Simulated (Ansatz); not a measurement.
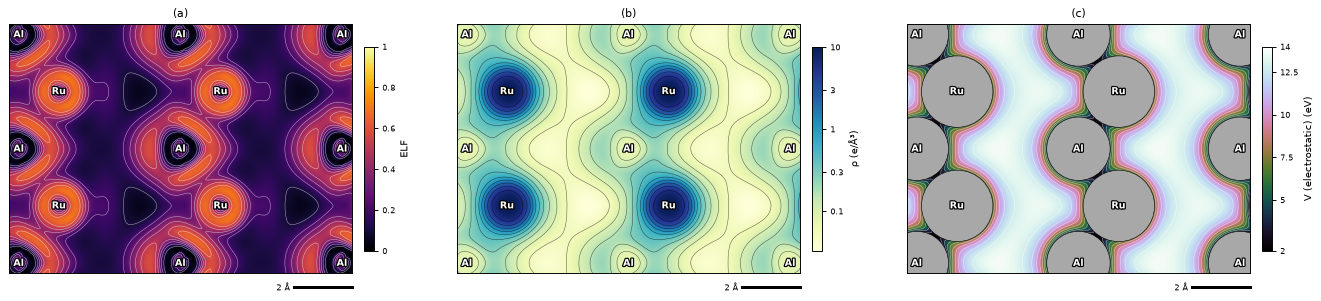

*AlRu. (a) electron localisation function; (b) valence charge density (pseudo); (c) electrostatic potential energy of an electron on the (110) plane of the conventional cell. Grey discs cover the atomic cores in the potential map.*

Space group F-43m; a structure generated by program, which may or may not match a known phase; spin-polarised.

Computed with Ansatz, DFT PBE, scalar-relativistic, plane waves, PAW.

In a PAW calculation such maps are meaningful between the atoms, not at the nuclei.

What do the fields say about this system?

- The plane passes through Al and Ru nuclei.
- Al–Ru (2.40 Å): ρ is about 0.51 e/Å³ halfway; the ELF peaks at about 0.65 between the atoms.
- Between the atoms the lowest density in this plane is 0.03 e/Å³.
- The features right at Ru lie inside the PAW spheres, where the map follows smoothed inner orbitals and isn't to be read closely.
- Outside the cores the potential energy rises away from the atoms and is highest about 2.4 Å from the nearest atoms; its zero is arbitrary.

How are the moments arranged in this solution?

Parallel moments, as they must be, since the calculation's own cell holds one magnetic site; site moments Ru: +0.6 μB (×4) in one cell of 8 atoms.
